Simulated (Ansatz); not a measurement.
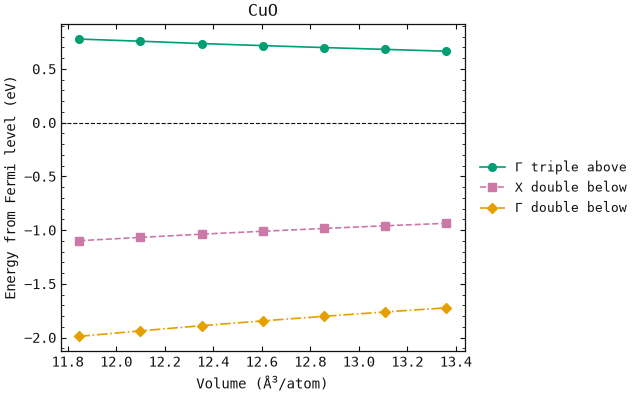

Levels at named k points against volume, from the Fermi level of each run. Each is named by its point, its degeneracy (spin aside) and its side of the Fermi level at the middle volume, where it is the nearest level on that side.

System: zincblende CuO, space group F-43m, 2 atoms in the primitive cell. The cell is scaled at fixed shape and fractional positions; at the middle volume, cubic a = 4.655 Å. Ansatz 0.2.0; BLYP, Ansatz PAW, no spin polarisation, no spin-orbit coupling, 10×10×10 k mesh, 420 eV cutoff, Fermi-Dirac smearing of 0.05 eV.

Q: How does each level move against the Fermi level from 11.85 Å³/atom to 13.36 Å³/atom?

A: Γ triple above goes from +0.78 to +0.67 eV, X double below goes from −1.10 to −0.94 eV and Γ double below goes from −1.99 to −1.72 eV.

```csv
volume,Γ triple above (eV),X double below (eV),Γ double below (eV)
11.85 Å³/atom,0.78,−1.10,−1.99
12.10 Å³/atom,0.76,−1.07,−1.94
12.35 Å³/atom,0.74,−1.04,−1.89
12.60 Å³/atom,0.72,−1.01,−1.84
12.86 Å³/atom,0.70,−0.98,−1.80
13.11 Å³/atom,0.68,−0.96,−1.76
13.36 Å³/atom,0.67,−0.94,−1.72
```

An odd number of electrons without spin polarisation forces a metal; a magnetic or distorted state may lie lower. The run has no spin polarisation, though such a crystal can be magnetic. Semilocal functionals often make such compounds metallic where correlation or magnetic order opens a gap, which also shifts bond lengths. The PAW data sets were made with another functional. The usual form of CuO is monoclinic. The Fermi level is that of this mesh and smearing. The pressure runs from 2 to −10 GPa along the series.
